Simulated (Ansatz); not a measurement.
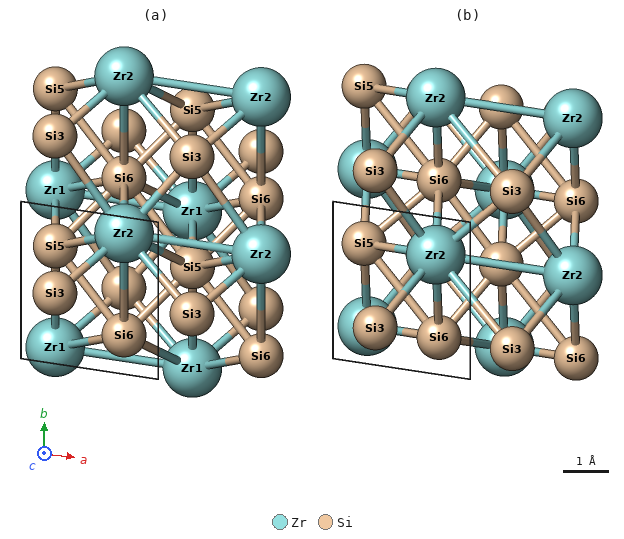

The structure of crystalline ZrSi₂ (set up in P1) before (left) and after (right) a relaxation, at one scale.

The picture is a ball-and-stick view of the cell of the calculation, reduced to other axes, repeated 2 × 2 × 1 with one cell outlined, seen along the c axis. Lengths and directions refer to the drawn axes.

Case: cell sheared at random, sigma 0.1, atoms nudged by 0.01 Å; relaxed back.

Level of theory: Ansatz 0.2.0, DFT PBEsol, scalar-relativistic, plane waves, PAW.

Input file:
```yaml
crystal:
  lattice:
    - [2.1655278345, -8.6465372003, -0.3717294801]
    - [1.3987590134, 8.4531190918, 0.1331133813]
    - [-0.2374800585, 0.1267407617, 3.1301118824]
  atoms:
    - { symbol: Zr, position: [0.894324872, 0.102137866, 0.7501618415] }
    - { symbol: Zr, position: [0.1034699299, 0.89276336, 0.2485958349] }
    - { symbol: Si, position: [0.5508823585, 0.444364936, 0.752880041] }
    - { symbol: Si, position: [0.4507682294, 0.5579159243, 0.2499247027] }
    - { symbol: Si, position: [0.250244368, 0.7522099357, 0.7493702365] }
    - { symbol: Si, position: [0.7503102421, 0.2506079781, 0.2490673435] }
basis:
  ecutwfc: 420
kpoints:
  mp_grid: { grid: [10, 10, 10] }
hamiltonian:
  xc: pbesol
scf:
  occupations: { method: gaussian, width: 0.15 }
output:
  forces: true
  stress: true
  eigenvalues: true
  write_density: true
  write_potential: true
  elf: true
  volumetric_format: npy
relax:
  adjacent_minimum: "off"
  f_tol: 0.01
  max_steps: 80
```

Command:
```bash
ansatz run input.yaml --threads 2 --pin off --max-ram 5120MiB --backend cpu --events-out ev --progress --plain --runs-dir out
```

Q: What changed between the two?

A: The largest moves, 0.90 Å, are those of Si3 and Si4. Si4 goes roughly along [−1 3 −1]. By element the largest moves are Si 0.90 Å, Zr 0.58 Å. The lattice vectors keep their values. Some distances before and after: Si3–Si4 4.325 → 2.586 Å, Si3–Si4 (another image) 4.029 → 2.786 Å, Zr1–Si4 2.574 → 3.215 Å, Zr2–Si3 2.587 → 3.215 Å. Bond angles that change, for instance: Zr1–Si4–Si3 130.2° → 90.5°, Zr1–Si4–Zr2 85.5° → 124.1°, Zr1–Si3–Zr2 86.0° → 124.1°. Within 0.06 Å the space group is P-1 at the start and P-1 at the end; at a tighter tolerance small leftover displacements or strains of the cell lower it. After 9 accepted moves (11 points after the start) the energy has fallen by 307 meV per atom. The largest force component goes from 2.4 to 0.0055 eV/Å. The line search rejected the trial step at point 8 of the run. 1 step only repeated the SCF at the same geometry.
